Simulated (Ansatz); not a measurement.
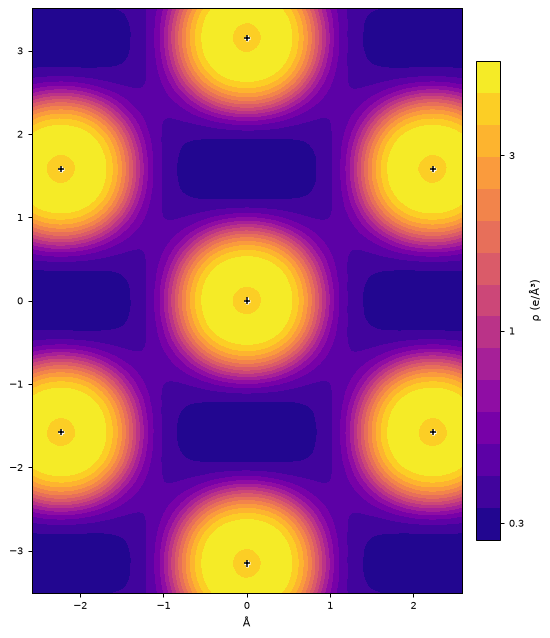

The valence electron density on a plane through atoms (crosses mark nuclei in the plane).

All numbers below come from Ansatz, DFT PBEsol, scalar-relativistic, plane waves, PAW.

Candidates:
A. ZnO, a = 3.17 Å, b = 3.17 Å, c = 5.32 Å, α = 90.00°, β = 90.00°, γ = 120.00°. Space group P6₃mc; a structure from a database of computed crystals, not necessarily the ambient phase; changed on purpose from its base cell (biaxial strain in the a-b plane, c and atoms relaxed: -2.0 %); computed pressure about 3 GPa in this cell.
B. W, a = 4.46 Å, b = 4.46 Å, c = 4.46 Å, α = 60.00°, β = 60.00°, γ = 60.00°. Space group Im-3m; a structure from a database of computed crystals, not necessarily the ambient phase.

**Which candidate gave the map?**

Candidate B: W on the (11̄0) plane of the calculation cell, which holds W. W–W (2.73 Å): ρ is about 0.42 e/Å³ halfway.
